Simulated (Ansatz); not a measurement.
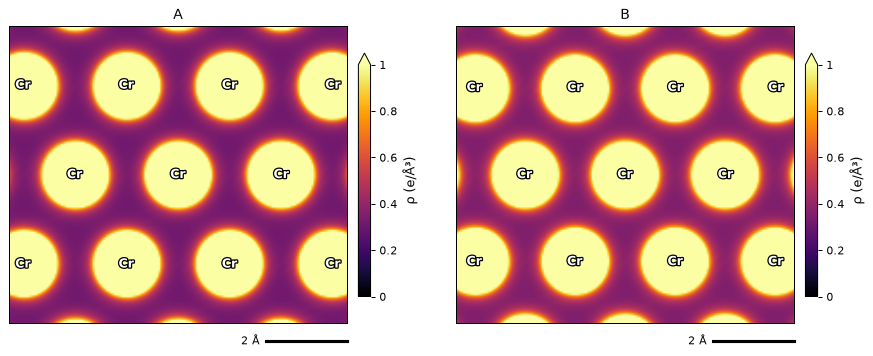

Cr. The valence pseudo-density of two cells that differ in size, on the (010) plane of each (indices in the axes of the calculation cell), at one length scale and on one colour scale; one has 10.7 and the other 11.6 Å³ an atom.

The calculation used DFT, r2SCAN, plane waves (500 eV) with PAW, scalar-relativistic (Ansatz 0.2.0).

Core electrons are frozen (PAW), and the valence fields are smoothed inside the atomic spheres.

The larger cell:

```cif
data_structure
_symmetry_space_group_name_H-M 'P 1'
_symmetry_Int_Tables_number 1
_cell_length_a 2.5433
_cell_length_b 2.5433
_cell_length_c 2.5433
_cell_angle_alpha 60.000
_cell_angle_beta 60.000
_cell_angle_gamma 60.000
_cell_volume 11.63
loop_
_atom_site_label
_atom_site_type_symbol
_atom_site_fract_x
_atom_site_fract_y
_atom_site_fract_z
_atom_site_occupancy
Cr1 Cr 0.00000 0.00000 0.00000 1
```

The smaller cell: a = 2.474 Å, b = 2.474 Å, c = 2.474 Å, α = 60.00°, β = 60.00°, γ = 60.00°.

Which is the denser cell? Describe the effect of the change.

Answer. Panel B is the smaller cell, by 8 % in volume. From the larger cell to the smaller, Cr–Cr goes from 2.54 to 2.47 Å, and the density at its midpoint from 0.34 to 0.38 e/Å³; the pressure goes from 0.0 to 25 GPa.
